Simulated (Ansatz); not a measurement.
**Zr₁₆O₃₃: molecular dynamics (part 1 of 4)**

System: Zr₁₆O₃₃ (defect cell, 49 atoms in the cell).
Method: DFT PBEsol, scalar-relativistic, plane waves, PAW, PAW set soft_1, spin-polarised (Ansatz 0.2.0).

The structure derives from an entry of the Crystallography Open Database. It belongs to a series of runs on one base structure; here: dynamics from the start.

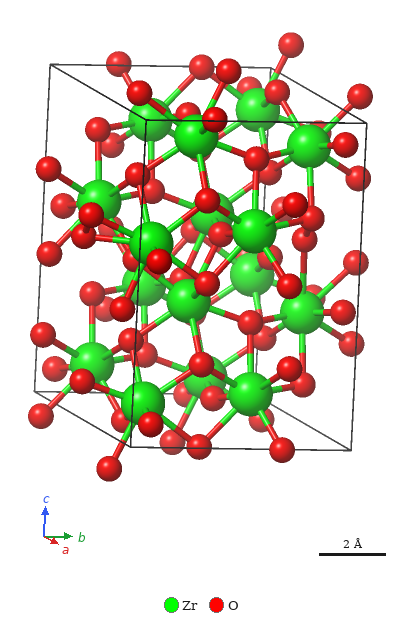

**Figure 1.** The starting structure (ball-and-stick view of the cell of the calculation, seen slightly off an axis; bonded neighbours outside the cell are drawn too). An atom can appear more than once, as a periodic image.

Key numbers:

| quantity | value |
| --- | --- |
| outcome | finished |
| mean temperature over the second half | 910 K |
| trajectory | 300 steps, 300 fs |
| ensemble | nve |
| temperature in the input | 1800.0 K |
| time step | 1 fs |
| electrons treated | 390 |
| potential energy (free energy of the electrons) (last step) | −84645.4207 eV |
| Fermi energy (last step) | 12.857 eV |
| net moment of the cell (last step) | 0.00 μB |
| integrated absolute moment (last step) | 0.00 μB |
| largest force (length of the vector) (last step) | 4.695 eV/Å |
| hardware | 4 threads of Arm Neoverse V2, 24 GiB of memory available, shared host |
| wall time | 14 min (CPU time 54 min) |
| peak memory | 1 GiB |

Remarks:

The program warns: spin is on but no starting moments are given; the PAW datasets were made with another functional. The input asks for low accuracy. The k-point mesh is coarse for a cell of this size, so the results may not be converged. So short a trajectory is not equilibrated.

Input:
```yaml
accuracy: low
crystal:
  lattice:
    - [-5.1477, -5.2096, 0.0]
    - [5.1477, -5.2096, 0.0]
    - [-1.702732, 0.0, 10.495577]
  atoms:
    - { symbol: Zr, position: [0.33842068, 0.61940058, 0.10766459] }
    - { symbol: Zr, position: [0.86384489, 0.59374093, 0.14498842] }
    - { symbol: Zr, position: [0.65579781, 0.38531687, 0.39245994] }
    - { symbol: Zr, position: [0.13352216, 0.41382026, 0.35462569] }
    - { symbol: O, position: [0.28497821, 0.36486738, 0.16431299] }
    - { symbol: O, position: [0.60987045, 0.53735013, 0.08817502] }
    - { symbol: O, position: [0.71551426, 0.64324419, 0.33804327] }
    - { symbol: O, position: [0.38714038, 0.47241898, 0.4132446] }
    - { symbol: O, position: [0.89341314, 0.35118008, 0.23781413] }
    - { symbol: O, position: [0.09605439, 0.64449304, 0.01408236] }
    - { symbol: O, position: [0.10526381, 0.65643512, 0.26354264] }
    - { symbol: O, position: [0.90266241, 0.35477961, 0.48669808] }
    - { symbol: Zr, position: [0.33998165, 0.61400726, 0.60728204] }
    - { symbol: Zr, position: [0.87117997, 0.57244968, 0.64419071] }
    - { symbol: Zr, position: [0.65721465, 0.38379715, 0.89547278] }
    - { symbol: Zr, position: [0.13414293, 0.40635524, 0.85716695] }
    - { symbol: O, position: [0.28687664, 0.36152854, 0.66509296] }
    - { symbol: O, position: [0.6138314, 0.5362305, 0.59011992] }
    - { symbol: O, position: [0.71048151, 0.63751378, 0.83783073] }
    - { symbol: O, position: [0.38585654, 0.46368102, 0.91550342] }
    - { symbol: O, position: [0.89277879, 0.34318351, 0.7384907] }
    - { symbol: O, position: [0.09407139, 0.6431931, 0.51410093] }
    - { symbol: O, position: [0.09921469, 0.64935973, 0.76371919] }
    - { symbol: O, position: [0.90013995, 0.35562586, 0.98763238] }
    - { symbol: Zr, position: [0.83890142, 0.11901149, 0.1074891] }
    - { symbol: Zr, position: [0.36468923, 0.09295923, 0.1466709] }
    - { symbol: Zr, position: [0.15919203, 0.88946569, 0.39375913] }
    - { symbol: Zr, position: [0.63387764, 0.9124591, 0.35872024] }
    - { symbol: O, position: [0.78337539, 0.8636673, 0.16280862] }
    - { symbol: O, position: [0.10954071, 0.03836329, 0.08822871] }
    - { symbol: O, position: [0.21699581, 0.14371014, 0.33661934] }
    - { symbol: O, position: [0.89373067, 0.98089794, 0.40370479] }
    - { symbol: O, position: [0.39426119, 0.85026512, 0.23872033] }
    - { symbol: O, position: [0.59481334, 0.1449554, 0.01468816] }
    - { symbol: O, position: [0.60560182, 0.15521731, 0.26044416] }
    - { symbol: O, position: [0.39506342, 0.86121909, 0.48642209] }
    - { symbol: Zr, position: [0.83927192, 0.121917, 0.59565655] }
    - { symbol: Zr, position: [0.37402649, 0.08502671, 0.64439252] }
    - { symbol: Zr, position: [0.15463299, 0.88191937, 0.89608485] }
    - { symbol: Zr, position: [0.62520262, 0.91117904, 0.86465644] }
    - { symbol: O, position: [0.79942997, 0.86152039, 0.67379088] }
    - { symbol: O, position: [0.1096251, 0.04061162, 0.58639815] }
    - { symbol: O, position: [0.21230589, 0.13589608, 0.83755512] }
    - { symbol: O, position: [0.88343181, 0.9606292, 0.91384449] }
    - { symbol: O, position: [0.38604526, 0.84298564, 0.74404442] }
    - { symbol: O, position: [0.58558663, 0.1663968, 0.50520066] }
    - { symbol: O, position: [0.60457139, 0.15009967, 0.76595082] }
    - { symbol: O, position: [0.39828518, 0.85656111, 0.99125482] }
    - { symbol: O, position: [0.6661068, 0.89282579, 0.58705166] }
magnetization:
  spin_polarized: true
basis:
  ecutwfc: 420.0
kpoints:
  mp_grid: { grid: [1, 1, 1] }
hamiltonian:
  xc: pbesol
  pseudopotentials: { kind: paw, azcp: { folder: soft_1 } }
scf:
  occupations: { method: fermi_dirac, width: 0.05 }
  lower_state_search: "off"
md:
  timestep: 1
  n_steps: 300
  ensemble: nve
  temperature: 1800.0
  initial_velocities: maxwell_boltzmann
  seed: 685290
```

Command:
```bash
ansatz run input.yaml --threads 4 --pin off --max-ram 10240MiB --backend cpu --events-out ev --progress --plain --runs-dir out
```

Log:
```
Warning: md: disabling space-group detection — thermal motion breaks the input geometry's symmetry, so no spatial operation reduces the k-mesh or symmetrises the density; time reversal is kept, so that k and −k are solved as one point where they differ and the mesh holds both, and exact exchange and, on two spinor components, a DFT+U term hold to it where the run has them: on two components no moment then forms, and a state that bears one, which a typed moment (crystal.atoms[].spin; refused beside efield: under a hybrid functional) reaches, can lie lower, under hf by electronvolts; crystal.symmetry.detect: false (a key that needs symmetry detection or time reversal refuses this as the deck is read) with time_reversal: false beside it drops time reversal too
Warning: [file] the record states the generating functional pbe (its physics header spells it `PBE`), which answers neither for hamiltonian.xc's functional nor for the pbesol family's — results may be inconsistent (PPs are generated against a specific XC)
Warning: [file] the record states the generating functional pbe (its physics header spells it `PBE`), which answers neither for hamiltonian.xc's functional nor for the pbesol family's — results may be inconsistent (PPs are generated against a specific XC)
band count auto-derived: 260 (N_el = 390.0; filled up to band 195; 244 by the electrons, moments and atoms)
Engine: ansatz 0.2.0, aarch64-unknown-linux-gnu
Pseudopotentials: kind: paw
Pseudopotential: Zr, paw, valence charge 12, recommended cutoff 420 eV (normal), [file]
Pseudopotential: O, paw, valence charge 6, recommended cutoff 420 eV (normal), [file]
Functional definition: PBEsol
  exchange = pbesol_x
  correlation = pbesol_c
Crystal: 49 atoms, lattice volume = 562.929 Å³
Basis set: ecut = 420 eV, 11017 PW (Γ), exchange–correlation on 100×100×144 points (8 copies of the dense FFT grid, shifted against one another)
Bands: 260, of which v1, the nominal top of the filled ones, is band 195 counted from 1 (194 counted from 0)
Symmetry: 1 space group operations
k-points: 1
Non-local potential: Zr, projectors of the file, l = 0: 3, l = 1: 2, l = 2: 2, l = 3: 1
Non-local potential: O, projectors of the file, l = 0: 2, l = 1: 2, l = 2: 1
PAW form: soft (Blöchl's): semilocal exchange-correlation on the pseudo side does not see the compensation charge
PAW frozen core: Zr, regenerated for the run's functional, and the local potential with it (the file was generated under x = pbe(κ = 0.804, μ = 0.2195149727645171), c = pbe(β = 0.06672455060314922))
PAW frozen core: O, regenerated for the run's functional, and the local potential with it (the file was generated under x = pbe(κ = 0.804, μ = 0.2195149727645171), c = pbe(β = 0.06672455060314922))
PAW one-centre angular grid: Zr, 590 points (default); XC on 64 Gauss nodes
PAW one-centre angular grid: O, 110 points (default); XC on 64 Gauss nodes
Initial density: superposition of atomic densities (chi_scale 0.1, normalization cell, long waves kept (reshape's long-wave potential 0.29 eV rms))
Initial wavefunctions: pseudopotential atomic-orbital guess
Functional: x = pbesol(κ = 0.804, μ = 0.12345679012345678), c = pbesol(β = 0.046)
SCF iter   1: F=—  HF=-84655.989536 eV  |F-HF|=—  |Δ(HF+E_count)|=         —  Δρ=3.35e-2 (↑3.35e-2 ↓3.35e-2)  dr2=3.29e1  dr2_m=0.00e0  M=0.000 μB ∫|m|=0.000 μB  β_m=0.30  ethr=3.10e-3  ⟨swp⟩=6.0  Hψ=964  notcnv=0  defer=27
preconditioner: auto → Resta (q_TF=auto, 2.566 Å⁻¹)  ε∞=4.0  [insulator: Δε(μ)=1.207 eV  Ē_g=17.178 eV  σ=0.050 eV  W_gap=1.00  n_scr=152 (ndim 8)  ℏωp=29.6 eV  f_vac=0.000  D(μ)=0.00/eV (n_scr^D=0)  ε∞_Penn≈4.0]
spin=Collinear: Resta preconditioning applied to the charge; magnetization (m = ρ↑ − ρ↓) channel mixes plain (no charge-response kernel on spin).
SCF iter   2: F=—  HF=-84652.059640 eV  |F-HF|=—  |Δ(HF+E_count)|=    3.93e0  Δρ=2.13e-2 (↑2.13e-2 ↓2.13e-2)  dr2=9.59e0  dr2_m=0.00e0  M=0.000 μB ∫|m|=0.000 μB  β_m=0.44  ethr=3.10e-3  ⟨swp⟩=2.0  Hψ=448  notcnv=0  defer=47
SCF iter   3: F=—  HF=-84650.822059 eV  |F-HF|=—  |Δ(HF+E_count)|=    1.24e0  Δρ=1.05e-2 (↑1.05e-2 ↓1.05e-2)  dr2=2.56e0  dr2_m=0.00e0  M=0.000 μB ∫|m|=0.000 μB  β_m=0.54  ethr=2.46e-3  ⟨swp⟩=2.0  Hψ=436  notcnv=0  defer=59
SCF iter   4: F=—  HF=-84650.468281 eV  |F-HF|=—  |Δ(HF+E_count)|=   3.54e-1  Δρ=2.72e-3 (↑2.72e-3 ↓2.71e-3)  dr2=1.74e-1  dr2_m=8.94e-7  M=0.003 μB ∫|m|=0.003 μB  ethr=6.56e-4  ⟨swp⟩=4.0  Hψ=346  notcnv=0  defer=59
Mixer restart at iter 4: flushing history
SCF iter   5: F=—  HF=-84650.476994 eV  |F-HF|=—  |Δ(HF+E_count)|=         —  Δρ=2.76e-3 (↑2.75e-3 ↓2.76e-3)  dr2=1.74e-1  dr2_m=8.18e-7  M=0.000 μB ∫|m|=0.001 μB  β_m=0.54  ethr=4.45e-5  ⟨swp⟩=4.5  Hψ=871  notcnv=0  defer=99
Mixer restart at iter 5: flushing history
SCF iter   6: F=—  HF=-84650.482727 eV  |F-HF|=—  |Δ(HF+E_count)|=         —  Δρ=1.57e-3 (↑1.57e-3 ↓1.57e-3)  dr2=5.79e-2  dr2_m=0.00e0  M=0.000 μB ∫|m|=0.000 μB  β_m=0.54  ethr=4.45e-5  ⟨swp⟩=4.0  Hψ=556  notcnv=0  defer=41
SCF iter   7: F=—  HF=-84650.490796 eV  |F-HF|=—  |Δ(HF+E_count)|=   8.07e-3  Δρ=9.05e-4 (↑9.05e-4 ↓9.05e-4)  dr2=2.39e-2  dr2_m=0.00e0  M=0.000 μB ∫|m|=0.000 μB  β_m=0.76  ethr=1.49e-5  ⟨swp⟩=2.0  Hψ=431  notcnv=0  defer=40
SCF iter   8: F=—  HF=-84650.499490 eV  |F-HF|=—  |Δ(HF+E_count)|=   8.69e-3  Δρ=7.87e-4 (↑7.87e-4 ↓7.87e-4)  dr2=1.28e-2  dr2_m=0.00e0  M=0.000 μB ∫|m|=0.000 μB  β_m=0.74  ethr=6.12e-6  ⟨swp⟩=2.0  Hψ=332  notcnv=0  defer=40
SCF iter   9: F=—  HF=-84650.500282 eV  |F-HF|=—  |Δ(HF+E_count)|=   7.92e-4  Δρ=8.57e-5 (↑8.57e-5 ↓8.57e-5)  dr2=1.89e-4  dr2_m=0.00e0  M=0.000 μB ∫|m|=0.000 μB  β_m=0.80  ethr=3.29e-6  ⟨swp⟩=2.0  Hψ=331  notcnv=0  defer=40
SCF iter  10: F=—  HF=-84650.500385 eV  |F-HF|=—  |Δ(HF+E_count)|=   1.03e-4  Δρ=6.60e-5 (↑6.60e-5 ↓6.60e-5)  dr2=7.01e-5  dr2_m=0.00e0  M=0.000 μB ∫|m|=0.000 μB  β_m=0.72  ethr=4.84e-8  ⟨swp⟩=2.0  Hψ=331  notcnv=0  defer=40
SCF iter  11: F=—  HF=-84650.499573 eV  |F-HF|=—  |Δ(HF+E_count)|=   8.13e-4  Δρ=1.61e-5 (↑1.61e-5 ↓1.61e-5)  dr2=6.03e-6  dr2_m=0.00e0  M=0.000 μB ∫|m|=0.000 μB  β_m=0.81  ethr=1.80e-8  ⟨swp⟩=2.0  Hψ=331  notcnv=0  defer=40
SCF iter  12: F=—  HF=-84650.499576 eV  |F-HF|=—  |Δ(HF+E_count)|=   3.01e-6  Δρ=9.72e-6 (↑9.72e-6 ↓9.72e-6)  dr2=1.83e-6  dr2_m=0.00e0  M=0.000 μB ∫|m|=0.000 μB  β_m=0.70  ethr=1.55e-9  ⟨swp⟩=2.0  Hψ=331  notcnv=0  defer=40
SCF iter  13: F=-84650.499575 eV  HF=-84650.499575 eV  |F-HF|=1.75e-8  |Δ(HF+E_count)|=   1.07e-7  Δρ=1.72e-6 (↑1.72e-6 ↓1.72e-6)  dr2=6.16e-8  dr2_m=0.00e0  M=0.000 μB ∫|m|=0.000 μB  ethr=2.56e-11  ⟨swp⟩=3.0  Hψ=888  notcnv=0
SCF 1 converged in 13 iterations: F = -84650.499575 eV  dr2 = 6.16e-8
  greatest PAW one-centre occupation: 0.996 electrons in one spin orbital (limit 2), on the Zr atom at site 13 (counted from 0), in its partial waves of l = 0
md step     0: t =     0.00 fs  T =  1800.0 K  F+E_penalty+E_count = -84650.49957544 eV  E_kin = 11.168064 eV  conserved = -84639.33151154 eV  (13 SCF iters)
Initial density: handed on by an earlier stage of this run
Initial wavefunctions: those handed on with the density
iter 1 solved again at ethr=6.19e-6 eV; its pass at ethr=3.10e-3 eV (dr2=2.42e-2 eV) is discarded
SCF iter   1: F=—  HF=-84650.439505 eV  |F-HF|=—  |Δ(HF+E_count)|=         —  Δρ=1.39e-3 (↑1.39e-3 ↓1.39e-3)  dr2=2.48e-2  dr2_m=0.00e0  M=0.000 μB ∫|m|=0.000 μB  β_m=0.30  ethr=6.19e-6  ⟨swp⟩=8.0  Hψ=1036  notcnv=0
preconditioner: auto → Resta (q_TF=auto, 2.566 Å⁻¹)  ε∞=4.0  [insulator: Δε(μ)=3.693 eV  Ē_g=17.196 eV  σ=0.050 eV  W_gap=1.00  n_scr=152 (ndim 8)  ℏωp=29.6 eV  f_vac=0.018  D(μ)=0.00/eV (n_scr^D=0)  ε∞_Penn≈4.0]
spin=Collinear: Resta preconditioning applied to the charge; magnetization (m = ρ↑ − ρ↓) channel mixes plain (no charge-response kernel on spin).
SCF iter   2: F=—  HF=-84650.435985 eV  |F-HF|=—  |Δ(HF+E_count)|=   3.52e-3  Δρ=9.28e-4 (↑9.28e-4 ↓9.28e-4)  dr2=1.01e-2  dr2_m=0.00e0  M=0.000 μB ∫|m|=0.000 μB  β_m=0.53  ethr=6.19e-6  ⟨swp⟩=2.0  Hψ=359  notcnv=0
SCF iter   3: F=—  HF=-84650.434130 eV  |F-HF|=—  |Δ(HF+E_count)|=   1.86e-3  Δρ=2.92e-4 (↑2.92e-4 ↓2.92e-4)  dr2=1.18e-3  dr2_m=0.00e0  M=0.000 μB ∫|m|=0.000 μB  β_m=0.53  ethr=2.58e-6  ⟨swp⟩=2.0  Hψ=391  notcnv=0
SCF iter   4: F=—  HF=-84650.433960 eV  |F-HF|=—  |Δ(HF+E_count)|=   1.69e-4  Δρ=6.97e-5 (↑6.97e-5 ↓6.97e-5)  dr2=8.38e-5  dr2_m=0.00e0  M=0.000 μB ∫|m|=0.000 μB  β_m=0.69  ethr=3.04e-7  ⟨swp⟩=2.0  Hψ=391  notcnv=0
SCF iter   5: F=—  HF=-84650.433171 eV  |F-HF|=—  |Δ(HF+E_count)|=   7.89e-4  Δρ=2.39e-5 (↑2.39e-5 ↓2.39e-5)  dr2=1.05e-5  dr2_m=0.00e0  M=0.000 μB ∫|m|=0.000 μB  β_m=0.66  ethr=2.15e-8  ⟨swp⟩=2.0  Hψ=391  notcnv=0
SCF iter   6: F=—  HF=-84650.433171 eV  |F-HF|=—  |Δ(HF+E_count)|=   2.77e-7  Δρ=9.95e-6 (↑9.95e-6 ↓9.95e-6)  dr2=1.65e-6  dr2_m=0.00e0  M=0.000 μB ∫|m|=0.000 μB  β_m=0.71  ethr=2.70e-9  ⟨swp⟩=2.0  Hψ=374  notcnv=0
SCF iter   7: F=—  HF=-84650.433171 eV  |F-HF|=—  |Δ(HF+E_count)|=   3.60e-7  Δρ=2.69e-6 (↑2.69e-6 ↓2.69e-6)  dr2=1.54e-7  dr2_m=0.00e0  M=0.000 μB ∫|m|=0.000 μB  β_m=0.81  ethr=4.23e-10  ⟨swp⟩=2.0  Hψ=357  notcnv=0
SCF iter   8: F=-84650.433171 eV  HF=-84650.433171 eV  |F-HF|=2.53e-8  |Δ(HF+E_count)|=   7.91e-8  Δρ=1.48e-6 (↑1.48e-6 ↓1.48e-6)  dr2=4.34e-8  dr2_m=0.00e0  M=0.000 μB ∫|m|=0.000 μB  ethr=2.56e-11  ⟨swp⟩=4.0  Hψ=751  notcnv=0
[...]
md step     1: t =     1.00 fs  T =  1789.3 K  F+E_penalty+E_count = -84650.43317108 eV  E_kin = 11.101812 eV  conserved = -84639.33135879 eV  (8 SCF iters)
[... from here on the SCF iterations and repeated set-up lines of each step are left out, up to the last step ...]
md step     2: t =     2.00 fs  T =  1757.7 K  F+E_penalty+E_count = -84650.23641979 eV  E_kin = 10.905498 eV  conserved = -84639.33092207 eV  (8 SCF iters)
md step     3: t =     3.00 fs  T =  1706.2 K  F+E_penalty+E_count = -84649.91655340 eV  E_kin = 10.586345 eV  conserved = -84639.33020876 eV  (8 SCF iters)
md step     4: t =     4.00 fs  T =  1636.9 K  F+E_penalty+E_count = -84649.48538452 eV  E_kin = 10.156153 eV  conserved = -84639.32923193 eV  (8 SCF iters)
md step     5: t =     5.00 fs  T =  1552.3 K  F+E_penalty+E_count = -84648.95905297 eV  E_kin = 9.631039 eV  conserved = -84639.32801353 eV  (8 SCF iters)
md step     6: t =     6.00 fs  T =  1455.6 K  F+E_penalty+E_count = -84648.35760026 eV  E_kin = 9.031010 eV  conserved = -84639.32658992 eV  (8 SCF iters)
md step     7: t =     7.00 fs  T =  1350.5 K  F+E_penalty+E_count = -84647.70430991 eV  E_kin = 8.379293 eV  conserved = -84639.32501671 eV  (8 SCF iters)
md step     8: t =     8.00 fs  T =  1241.3 K  F+E_penalty+E_count = -84647.02476241 eV  E_kin = 7.701393 eV  conserved = -84639.32336932 eV  (7 SCF iters)
md step     9: t =     9.00 fs  T =  1132.1 K  F+E_penalty+E_count = -84646.34558625 eV  E_kin = 7.023844 eV  conserved = -84639.32174232 eV  (7 SCF iters)
md step    10: t =    10.00 fs  T =  1027.1 K  F+E_penalty+E_count = -84645.69294238 eV  E_kin = 6.372700 eV  conserved = -84639.32024262 eV  (7 SCF iters)
md step    11: t =    11.00 fs  T =   930.3 K  F+E_penalty+E_count = -84645.09085205 eV  E_kin = 5.771876 eV  conserved = -84639.31897646 eV  (8 SCF iters)
md step    12: t =    12.00 fs  T =   844.8 K  F+E_penalty+E_count = -84644.55954794 eV  E_kin = 5.241513 eV  conserved = -84639.31803457 eV  (8 SCF iters)
md step    13: t =    13.00 fs  T =   773.1 K  F+E_penalty+E_count = -84644.11407194 eV  E_kin = 4.796594 eV  conserved = -84639.31747796 eV  (8 SCF iters)
md step    14: t =    14.00 fs  T =   716.6 K  F+E_penalty+E_count = -84643.76333270 eV  E_kin = 4.446004 eV  conserved = -84639.31732839 eV  (8 SCF iters)
md step    15: t =    15.00 fs  T =   675.7 K  F+E_penalty+E_count = -84643.50977261 eV  E_kin = 4.192207 eV  conserved = -84639.31756521 eV  (8 SCF iters)
md step    16: t =    16.00 fs  T =   649.8 K  F+E_penalty+E_count = -84643.34968454 eV  E_kin = 4.031554 eV  conserved = -84639.31813070 eV  (8 SCF iters)
md step    17: t =    17.00 fs  T =   637.5 K  F+E_penalty+E_count = -84643.27409968 eV  E_kin = 3.955158 eV  conserved = -84639.31894178 eV  (8 SCF iters)
md step    18: t =    18.00 fs  T =   636.7 K  F+E_penalty+E_count = -84643.27007521 eV  E_kin = 3.950171 eV  conserved = -84639.31990386 eV  (8 SCF iters)
md step    19: t =    19.00 fs  T =   644.9 K  F+E_penalty+E_count = -84643.32216739 eV  E_kin = 4.001243 eV  conserved = -84639.32092397 eV  (8 SCF iters)
md step    20: t =    20.00 fs  T =   659.5 K  F+E_penalty+E_count = -84643.41388683 eV  E_kin = 4.091965 eV  conserved = -84639.32192153 eV  (8 SCF iters)
md step    21: t =    21.00 fs  T =   677.9 K  F+E_penalty+E_count = -84643.52898251 eV  E_kin = 4.206149 eV  conserved = -84639.32283361 eV  (8 SCF iters)
md step    22: t =    22.00 fs  T =   697.7 K  F+E_penalty+E_count = -84643.65246822 eV  E_kin = 4.328853 eV  conserved = -84639.32361558 eV  (8 SCF iters)
md step    23: t =    23.00 fs  T =   716.8 K  F+E_penalty+E_count = -84643.77136579 eV  E_kin = 4.447126 eV  conserved = -84639.32423981 eV  (8 SCF iters)
md step    24: t =    24.00 fs  T =   733.4 K  F+E_penalty+E_count = -84643.87518393 eV  E_kin = 4.550491 eV  conserved = -84639.32469246 eV  (8 SCF iters)
md step    25: t =    25.00 fs  T =   746.4 K  F+E_penalty+E_count = -84643.95617403 eV  E_kin = 4.631204 eV  conserved = -84639.32497023 eV  (8 SCF iters)
md step    26: t =    26.00 fs  T =   755.0 K  F+E_penalty+E_count = -84644.00940936 eV  E_kin = 4.684331 eV  conserved = -84639.32507811 eV  (8 SCF iters)
md step    27: t =    27.00 fs  T =   758.8 K  F+E_penalty+E_count = -84644.03272757 eV  E_kin = 4.707701 eV  conserved = -84639.32502696 eV  (8 SCF iters)
md step    28: t =    28.00 fs  T =   757.8 K  F+E_penalty+E_count = -84644.02656443 eV  E_kin = 4.701732 eV  conserved = -84639.32483290 eV  (8 SCF iters)
md step    29: t =    29.00 fs  T =   752.5 K  F+E_penalty+E_count = -84643.99369383 eV  E_kin = 4.669176 eV  conserved = -84639.32451753 eV  (8 SCF iters)
md step    30: t =    30.00 fs  T =   743.8 K  F+E_penalty+E_count = -84643.93887959 eV  E_kin = 4.614772 eV  conserved = -84639.32410749 eV  (8 SCF iters)
md step    31: t =    31.00 fs  T =   732.5 K  F+E_penalty+E_count = -84643.86844038 eV  E_kin = 4.544806 eV  conserved = -84639.32363457 eV  (8 SCF iters)
md step    32: t =    32.00 fs  T =   719.9 K  F+E_penalty+E_count = -84643.78973255 eV  E_kin = 4.466599 eV  conserved = -84639.32313363 eV  (7 SCF iters)
md step    33: t =    33.00 fs  T =   707.2 K  F+E_penalty+E_count = -84643.71056633 eV  E_kin = 4.387923 eV  conserved = -84639.32264329 eV  (7 SCF iters)
md step    34: t =    34.00 fs  T =   695.7 K  F+E_penalty+E_count = -84643.63858664 eV  E_kin = 4.316384 eV  conserved = -84639.32220289 eV  (7 SCF iters)
```
